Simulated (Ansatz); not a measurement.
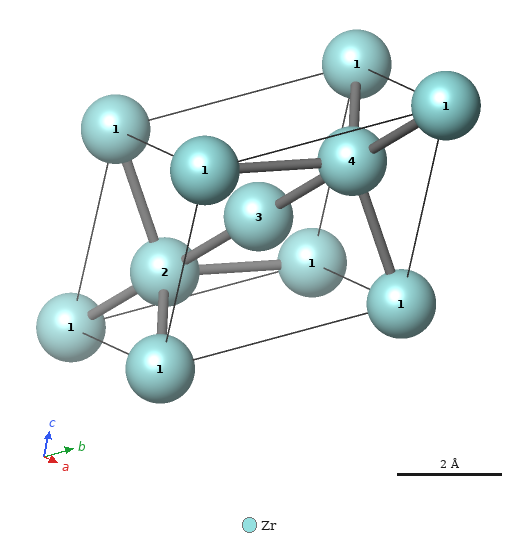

Fig. 1: The structure as given in the input (ball-and-stick view of the cell of the calculation, seen slightly off an axis; atoms are numbered from 1 in the order of the input). An atom can appear more than once, as a periodic image. Near neighbours in the periodic cell (some may lie outside the picture): Zr has 8 Zr at 3.05 Å.

# Geometry relaxation, with input and output: Zr

System: Zr (4 atoms in the cell).
Method: DFT PBEsol, scalar-relativistic, plane waves, PAW, no spin polarisation (Ansatz 0.2.0).

The structure derives from an entry of the Crystallography Open Database. It belongs to a series of runs on one base structure; here: 4 of 4 Ti sites taken by Zr, cell and atoms relaxed. Figures and captions count atoms from 1; the log counts them from 0 in places.

**What the program printed**
```
Engine: ansatz 0.2.0, aarch64-unknown-linux-gnu
Pseudopotentials: kind: paw
Pseudopotential: Zr, paw, valence charge 12, recommended cutoff 420 eV (normal), Zr.paw.azcp
Functional definition: PBEsol
  exchange = pbesol_x
  correlation = pbesol_c
Crystal: 4 atoms, lattice volume = 87.310 Å³
Basis set: ecut = 420 eV, 1687 PW (Γ), exchange–correlation on 72×72×72 points (8 copies of the dense FFT grid, shifted against one another)
Bands: 29, of which v1, the nominal top of the filled ones, is band 24 counted from 1 (23 counted from 0)
Symmetry: 192 space group operations
Space group: Im-3m (ITA 229), of the structure as read, at distance tolerance 4.4e-5 Å
k-points: 72 of 1728
Non-local potential: Zr, projectors of the file, l = 0: 3, l = 1: 2, l = 2: 2, l = 3: 2
PAW form: soft (Blöchl's): semilocal exchange-correlation on the pseudo side does not see the compensation charge
PAW frozen core: Zr, regenerated for the run's functional, and the local potential with it (the file was generated under x = pbe(κ = 0.804, μ = 0.2195149727645171), c = pbe(β = 0.06672455060314922))
PAW one-centre angular grid: Zr, 590 points (default); XC on 64 Gauss nodes
Initial density: superposition of atomic densities (neutral atoms: chi_scale 0, normalization atom), corrected by the library's trained network
Initial wavefunctions: pseudopotential atomic-orbital guess
Functional: x = pbesol(κ = 0.804, μ = 0.12345679012345678), c = pbesol(β = 0.046)
SCF iter   1: F=—  HF=-16514.300129 eV  |F-HF|=—  |Δ(HF+E_count)|=         —  Δρ=2.94e-3  dr2=3.50e-3  ethr=1.77e-3  ⟨swp⟩=4.2  Hψ=7857  notcnv=0
preconditioner: auto → Kerker (q_TF=auto, 2.469 Å⁻¹)  [metal: Δε(μ)=0.009 eV  Ē_g=2.568 eV  σ=0.100 eV  W_gap=0.05  n_scr=14 (ndim 8)  ℏωp=15.9 eV  f_vac=0.000  D(μ)=6.57/eV (n_scr^D=64)]
SCF iter   2: F=—  HF=-16514.298622 eV  |F-HF|=—  |Δ(HF+E_count)|=   1.51e-3  Δρ=1.67e-3  dr2=1.20e-3  ethr=7.29e-6  ⟨swp⟩=2.0  Hψ=3496  notcnv=0
SCF iter   3: F=—  HF=-16514.298744 eV  |F-HF|=—  |Δ(HF+E_count)|=   1.22e-4  Δρ=2.20e-4  dr2=2.99e-5  ethr=2.50e-6  ⟨swp⟩=1.0  Hψ=2065  notcnv=0
SCF iter   4: F=—  HF=-16514.298741 eV  |F-HF|=—  |Δ(HF+E_count)|=   2.95e-6  Δρ=3.94e-5  dr2=9.40e-7  ethr=6.23e-8  ⟨swp⟩=1.0  Hψ=2065  notcnv=0
iter 5 did not close the SCF: its close was put off for the readings that it lacked (scf_convergence_deferred on its scf_iter line)
SCF iter   5: F=-16514.298741 eV  HF=-16514.298741 eV  |F-HF|=4.08e-9  |Δ(HF+E_count)|=   1.51e-7  Δρ=5.50e-6  dr2=3.59e-9  ethr=1.96e-9  ⟨swp⟩=2.0  Hψ=3798  notcnv=0
SCF iter   6: F=-16514.298741 eV  HF=-16514.298741 eV  |F-HF|=2.18e-11  |Δ(HF+E_count)|=   4.24e-9  Δρ=3.38e-7  dr2=3.12e-11  ethr=7.47e-12  ⟨swp⟩=4.8  Hψ=11826  notcnv=0
SCF 1 converged in 6 iterations: F = -16514.298741 eV  dr2 = 3.12e-11
  greatest PAW one-centre occupation: 0.997 electrons in one spin orbital (limit 2), on the Zr atom at site 3 (counted from 0), in its partial waves of l = 0
relax step   1: F+E_penalty+E_count = -16514.29874126 eV  Δ(F+E_penalty+E_count) = +0.000e0 eV  max|allowed force component| = 6.518e-29 eV/Å  Δτ_max = 0.0000 Å  P = -0.099 GPa  Ω = 87.310 Å³  (6 SCF iters, accepted)
Initial density: handed on by an earlier stage of this run
Initial wavefunctions: pseudopotential atomic-orbital guess (no wavefunctions were taken with the density)
iter 1 solved again at ethr=1.64e-8 eV; its pass at ethr=3.10e-3 eV (dr2=7.89e-6 eV) is discarded
SCF iter   1: F=—  HF=-16514.298742 eV  |F-HF|=—  |Δ(HF+E_count)|=         —  Δρ=3.61e-7  dr2=3.64e-11  ethr=1.64e-8  ⟨swp⟩=3.1  Hψ=13796  notcnv=0
eigensolver tolerance schedule: the retry pair's looser diagonalisation over-reported the residual by 216893.82 of it (diagonalisation noise at an unbounded share of the residual, at the tolerance the schedule requests for it); recorded, not acted on — ethr = c·dr2/N_el stays at c = 1.0e-1
preconditioner: auto → Kerker (q_TF=auto, 2.469 Å⁻¹)  [metal: Δε(μ)=0.009 eV  Ē_g=2.568 eV  σ=0.100 eV  W_gap=0.05  n_scr=14 (ndim 8)  ℏωp=15.9 eV  f_vac=0.000  D(μ)=6.56/eV (n_scr^D=64)]
SCF iter   2: F=—  HF=-16514.298741 eV  |F-HF|=—  |Δ(HF+E_count)|=   6.54e-7  Δρ=1.96e-7  dr2=1.50e-11  ethr=1.00e-12  ⟨swp⟩=2.9  Hψ=4454  notcnv=0
iter 3 did not close the SCF: its close was put off for the readings that it lacked (scf_convergence_deferred on its scf_iter line)
SCF iter   3: F=-16514.298741 eV  HF=-16514.298741 eV  |F-HF|=3.64e-12  |Δ(HF+E_count)|=  7.28e-12  Δρ=7.12e-8  dr2=2.38e-12  ethr=1.00e-12  ⟨swp⟩=1.0  Hψ=2088  notcnv=0
iter 4 did not close the SCF: its close was put off for the readings that it lacked (scf_convergence_deferred on its scf_iter line)
SCF iter   4: F=-16514.298741 eV  HF=-16514.298741 eV  |F-HF|=3.64e-12  |Δ(HF+E_count)|=  7.28e-12  Δρ=8.31e-9  dr2=4.09e-14  ethr=1.00e-12  ⟨swp⟩=1.0  Hψ=2088  notcnv=0
iter 5 did not close the SCF: its close was put off for the readings that it lacked (scf_convergence_deferred on its scf_iter line)
SCF iter   5: F=-16514.298741 eV  HF=-16514.298741 eV  |F-HF|=3.64e-12  |Δ(HF+E_count)|=  7.28e-12  Δρ=1.93e-9  dr2=2.26e-15  ethr=1.00e-12  ⟨swp⟩=1.0  Hψ=2088  notcnv=0
iter 6 did not close the SCF: its close was put off for the readings that it lacked (scf_convergence_deferred on its scf_iter line)
SCF iter   6: F=-16514.298741 eV  HF=-16514.298741 eV  |F-HF|=0.00e0  |Δ(HF+E_count)|=  3.64e-12  Δρ=6.61e-10  dr2=2.61e-16  ethr=1.00e-12  ⟨swp⟩=1.0  Hψ=2088  notcnv=0
SCF iter   7: F=-16514.298741 eV  HF=-16514.298741 eV  |F-HF|=0.00e0  |Δ(HF+E_count)|=    0.00e0  Δρ=1.61e-10  dr2=1.47e-17  ethr=1.00e-12  ⟨swp⟩=1.9  Hψ=4742  notcnv=0
SCF 2 converged in 7 iterations: F = -16514.298741 eV  dr2 = 1.47e-17
relax step   2: F+E_penalty+E_count = -16514.29874126 eV  Δ(F+E_penalty+E_count) = -7.276e-12 eV  max|allowed force component| = 2.507e-29 eV/Å  Δτ_max = 0.0000 Å  P = -0.099 GPa  Ω = 87.310 Å³  stress off target by 9.86e-2 GPa  SCF on the basis re-selected at this cell (its energy is not comparable with the rows above)  (7 SCF iters)
```

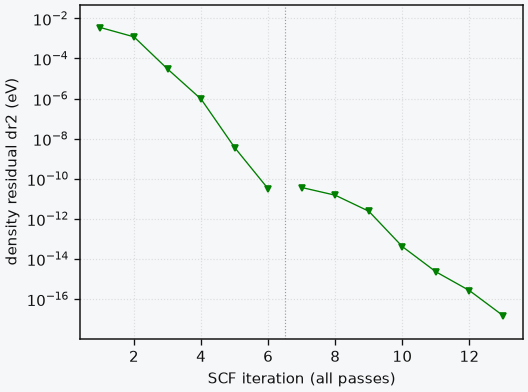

Fig. 2: Convergence of the self-consistent field: density residual dr2 against the SCF iteration. The dotted lines part the SCF passes of the relaxation: geometry steps, rejected trials and re-solves on a re-selected basis. The passes take 6 and 7 iterations.

```
basis re-selected at this cell: Δ(F+E_penalty+E_count) = -7.276e-12 eV, ΔP = -0.000 GPa vs the last step (what re-selecting the basis moved, of the pressure what is left beyond the Pulay correction that the steps carried, after the strain that the cell walked since its last selection, with what the two solves' SCF thresholds leave and, on support functions, any second-order correction that the steps lacked; it is no measure of the basis error at this ecutwfc). This SCF's stress stands 9.86e-2 GPa from its target on what of the cell is left free (relax.cell.stress_tol is 1.50e-1 GPa) and its largest allowed force component is 2.51e-29 eV/Å (relax.f_tol is 1.50e-2 eV/Å): within both
SCF converged after 7 iterations
Free energy (F): -16514.298741 eV
Harris-Foulkes:  -16514.298741 eV  (|F-HF|=0.00e0)
Internal energy: -16514.265942 eV  (E = F + TS)
E sigma→0 (E₀):  -16514.282342 eV
Entropy (-TS):   -0.032799 eV (-8.200 meV/atom)
Fermi energy:    14.642329 eV
--- Per-component energies (eV) ---
  E_band       = -334.604401
  E_kinetic    = 1337.350969
  E_local      = -2393.344616  (includes V_loc(G=0)·N_el)
  E_nonlocal   = 331.413877
  E_hartree    = 740.578578
  E_xc         = -642.802824
  E_vxc        = -762.775454  (∫ρ·V_xc dr)
  E_paw        = -11601.894034  (= ΣΔE_a)
  E_vpaw       = -328.406428  (= ΣTr[D̂ρ^β])
  E_aug_tail   = 0.000094  (compensation charges beyond the density's cutoff)
  E_ewald      = -4286.230869
  E_core_change = 0.662882  (= ΣΔE_core)
  E_smearing   = -0.032799  (= −TS)
  E_closure    = -0.000000  (closes the sum)
  Σ components = -16514.298741   (vs F -16514.298741, Δ=0.00e0)
--- Forces (eV/Å), atoms counted from 1 ---
  atom   1  Zr    -0.00000000    -0.00000000     0.00000000
  atom   2  Zr    -0.00000000    -0.00000000    -0.00000000
  atom   3  Zr    -0.00000000    -0.00000000     0.00000000
  atom   4  Zr    -0.00000000    -0.00000000     0.00000000
  max |Σ_I F_I| component: 1.53e-28 eV/Å
--- Stress (GPa, compression-positive) ---
       -0.098581      -0.000000       0.000000
        0.000000      -0.098581      -0.000000
        0.000000       0.000000      -0.098581
  P = ⅓ Tr σ = -0.0986 GPa (-0.986 kbar)
--- Band table (eV; the first three rows and the last of 72) ---
  k-point 0: bands = ["-33.6076", "-33.3923", "-33.3923", "-33.2682", "-11.8559", "-11.8559", "-11.8559", "-11.6491", "-11.6491", "-11.6491", "-11.6491", "-11.6491", "-11.6491", "-11.0420", "-11.0420", "-11.0420", "9.1758", "11.8379", "11.8379", "14.1223", "14.1223", "14.1223", "14.1223", "14.1223", "14.1223", "15.7967", "15.7967", "15.7967", "18.4618"]
  k-point 1: bands = ["-33.6027", "-33.3935", "-33.3927", "-33.2718", "-11.8591", "-11.8591", "-11.8299", "-11.7955", "-11.7225", "-11.7225", "-11.5686", "-11.5686", "-11.4930", "-11.0781", "-11.0455", "-11.0455", "9.2724", "11.9041", "11.9041", "13.7811", "13.9873", "13.9873", "14.2593", "14.2593", "14.2972", "15.7448", "15.7448", "15.9070", "18.4067"]
  k-point 2: bands = ["-33.5882", "-33.3984", "-33.3925", "-33.2821", "-11.9108", "-11.8678", "-11.8678", "-11.7855", "-11.7855", "-11.7555", "-11.4849", "-11.4849", "-11.3510", "-11.1804", "-11.0565", "-11.0565", "9.5523", "12.0977", "12.0977", "13.4367", "13.8893", "13.8893", "14.1921", "14.3581", "14.3581", "15.5829", "15.5829", "16.2378", "18.2939"]
  k-point 71: bands = ["-33.4162", "-33.4162", "-33.4162", "-33.4162", "-12.0308", "-12.0308", "-12.0308", "-12.0308", "-11.4290", "-11.4290", "-11.4290", "-11.4290", "-11.1809", "-11.1809", "-11.1809", "-11.1809", "12.1665", "12.1665", "12.1665", "12.1665", "14.6459", "14.6459", "14.6459", "14.6459", "14.7590", "14.7590", "14.7590", "14.7590", "17.4326"]
--- Relaxed structure (1 steps of the walk, 1 accepted, 1 SCFs on fresh bases) ---
  F+E_penalty+E_count = -16514.29874126 eV   max|allowed force component| = 2.507e-29 eV/Å   (the final SCF, on the basis selected at the relaxed cell)
  cell:  # Å, volume = 87.3104 Å³
    - [0.0, -3.5211023043, 3.5211023043]
    - [3.5211023043, -3.5211023043, 0.0]
    - [3.5211023043, 0.0, 3.5211023043]
  atoms:
    - { symbol: Zr, position: [0.0, 0.0, 0.0] }
    - { symbol: Zr, position: [0.25, 0.25, 0.25] }
    - { symbol: Zr, position: [0.5, 0.5, 0.5] }
    - { symbol: Zr, position: [0.7500000000000001, 0.7500000000000001, 0.7500000000000001] }
```

**Trajectory as extended XYZ (Å, eV, eV/Å), 2 frames, from step=1 to step=2**
```
4
Lattice="0.0000 -3.5211 3.5211 3.5211 -3.5211 0.0000 3.5211 0.0000 3.5211" Properties=species:S:1:pos:R:3:forces:R:3 step=1 energy=-16514.29874 pressure_GPa=-0.10
Zr    0.0000    0.0000    0.0000    0.0000   0.0000   0.0000
Zr    1.7606   -1.7606    1.7606    0.0000   0.0000   0.0000
Zr    3.5211   -3.5211    3.5211    0.0000   0.0000   0.0000
Zr    5.2817   -5.2817    5.2817    0.0000   0.0000   0.0000
4
Lattice="0.0000 -3.5211 3.5211 3.5211 -3.5211 0.0000 3.5211 0.0000 3.5211" Properties=species:S:1:pos:R:3:forces:R:3 step=2 energy=-16514.29874 pressure_GPa=-0.10
Zr    0.0000    0.0000    0.0000    0.0000   0.0000   0.0000
Zr    1.7606   -1.7606    1.7606    0.0000   0.0000   0.0000
Zr    3.5211   -3.5211    3.5211    0.0000   0.0000   0.0000
Zr    5.2817   -5.2817    5.2817    0.0000   0.0000   0.0000
```

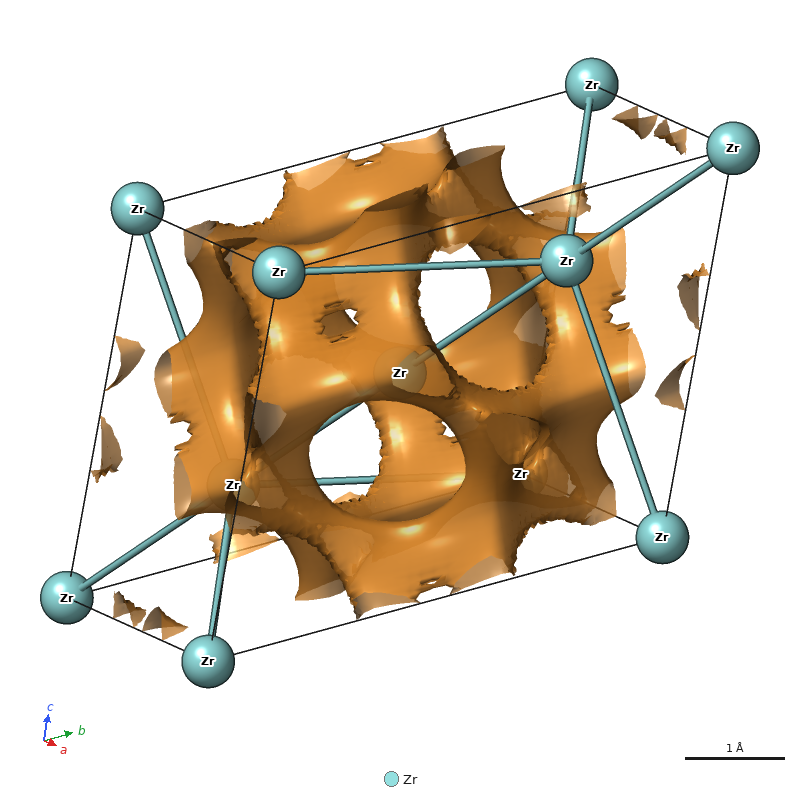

Fig. 3: Isosurface of the ELF at 0.4 (orange), seen slightly off an axis. Core shells and regions of very low density are left out. Sticks mark near contacts. The outline is the calculation cell. Values along the shortest contacts: Zr–Zr (3.05 Å): the ELF is about 0.20 at the midpoint (no shared electron pair). In a PAW calculation such maps are meaningful between the atoms, not at the nuclei.

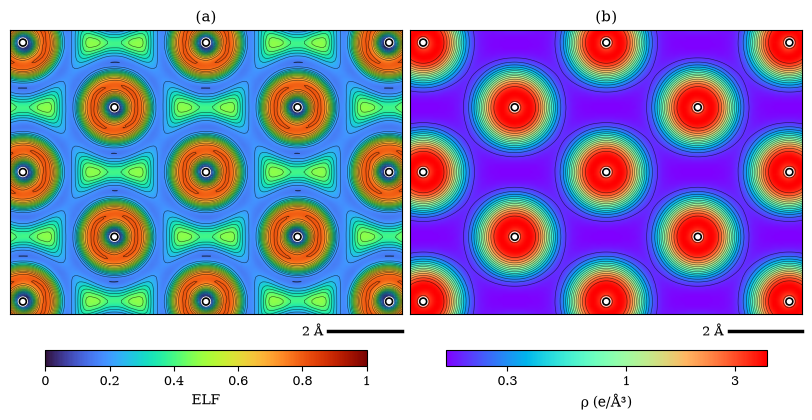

Fig. 4: (a) electron localisation function; (b) valence pseudo-density on the (011̄) plane of the calculation cell. Circles mark the nuclei in the plane (Zr). Zr–Zr (3.05 Å): the density is about 0.19 e/Å³ at the midpoint; the ELF is about 0.20 at the midpoint; no shared electron pair. Away from the nuclei the density in this plane falls to 0.16 e/Å³ at its lowest. The strong features right at Zr lie inside the PAW spheres (semicore, d or f shells) and say nothing about bonding.

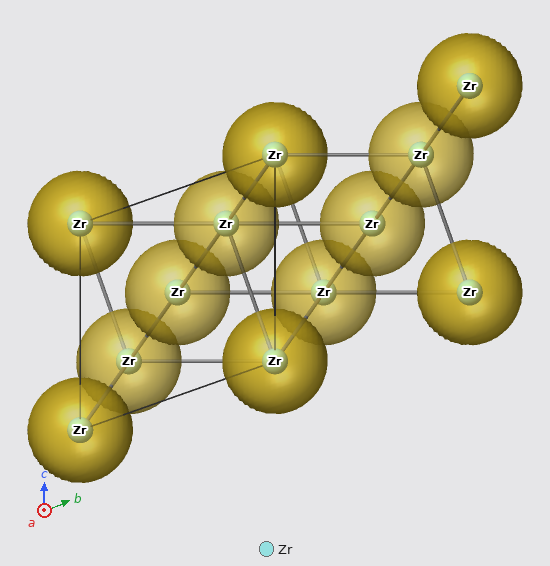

Fig. 5: Isosurface of the valence charge density (pseudo) at 0.4 e/Å³ (yellow), seen along the a axis. Sticks mark near contacts. The outline is the calculation cell. At this value the density breaks into separate islands; it holds about 70 % of the electrons treated as valence (semicore included). It is pinched off along the Zr–Zr (3.05 Å) contacts. On the grid the lowest density along these lines, outside the cores, is 0.19 e/Å³ (Zr–Zr, 3.05 Å).

The run was set up as follows.

**Input**
```yaml
crystal:
  lattice:
    - [0.0, -3.5211023043, 3.5211023043]
    - [3.5211023043, -3.5211023043, 0.0]
    - [3.5211023043, 0.0, 3.5211023043]
  atoms:
    - { symbol: Zr, position: [0.0, 0.0, 0.0] }
    - { symbol: Zr, position: [0.25, 0.25, 0.25] }
    - { symbol: Zr, position: [0.5, 0.5, 0.5] }
    - { symbol: Zr, position: [0.75, 0.75, 0.75] }
basis:
  ecutwfc: 420
kpoints:
  mp_grid: { grid: [12, 12, 12] }
hamiltonian:
  xc: pbesol
scf:
  occupations: { method: gaussian, width: 0.1 }
output:
  forces: true
  stress: true
  eigenvalues: true
  write_density: true
  write_potential: true
  elf: true
  volumetric_format: npy
relax:
  adjacent_minimum: "off"
  f_tol: 0.015
  max_steps: 60
  cell: { stress_tol: 0.15 }
```

Launched with:
```bash
ansatz run input.yaml --threads 1 --pin off --max-ram 2560MiB --backend cpu --events-out ev --progress --plain --runs-dir out
```

**Key numbers**

- outcome: converged
- space group (tolerance 0.01 Å): Im-3m (229)
- electrons treated: 48
- free energy: −16514.2987 eV
- Fermi energy: 14.642 eV
- gap on the k-point mesh: none (metallic)
- pressure: −0.10 GPa
- final volume: 87.31 Å³
- largest force (length of the vector) at the end: under 0.001 eV/Å
- final cell: a = 4.980 Å, b = 4.980 Å, c = 4.980 Å, α = 60.00°, β = 60.00°, γ = 60.00°
- hardware: 1 thread of Arm Neoverse V2, 24 GiB of memory available, shared host
- wall time: 20 s
- peak memory: 0.44 GiB
